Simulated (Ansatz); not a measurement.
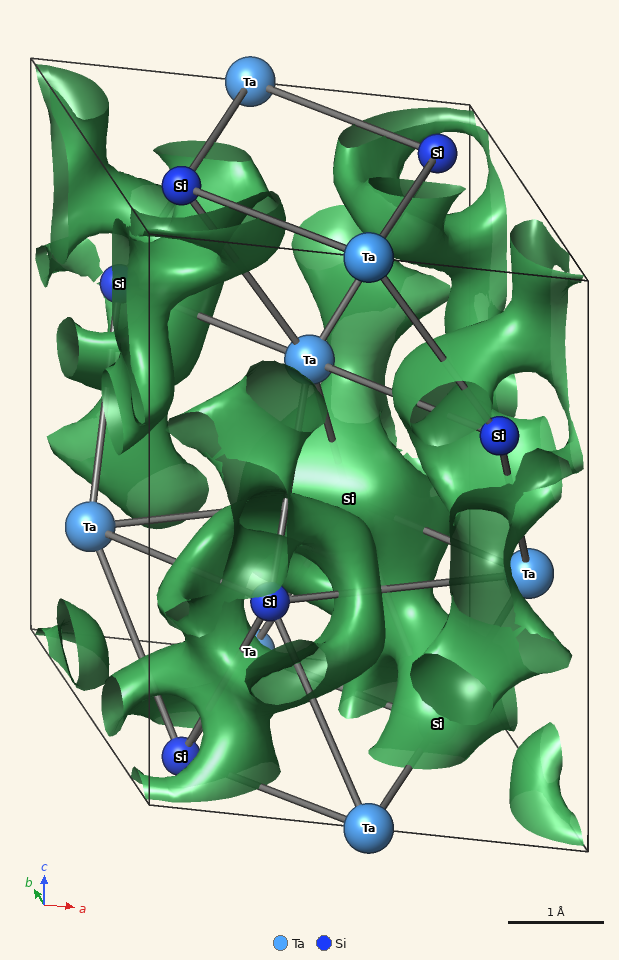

TaSi$_{2}$. Isosurface of the ELF at 0.65 (green), seen at an oblique angle. Core shells and regions of very low density are left out. Sticks mark near contacts.

Space group P6₄22; computed pressure about 3 GPa in this cell.

The calculation used Ansatz, Kohn-Sham DFT of a periodic cell, PBE, Ansatz PAW.

Core electrons are frozen (PAW), and the valence fields are smoothed inside the atomic spheres.

Describe the localisation domains.

Answer. At this value the surface marks out channels that run through the cell in one direction, counted in one cell of 9 atoms. Any copies at cell faces, edges or corners count once.

Values along the shortest contacts:
Si–Si (2.56 Å): the ELF peaks at about 0.75 between the atoms. Ta–Si (2.61 Å): the ELF peaks at about 0.75 in the valence shell of Si, 0.9 Å from its nucleus, and is about 0.40 at the midpoint.

Does the calculation make it a metal, or give it a gap?

Answer. It is gapless in this calculation (a metal or semimetal).
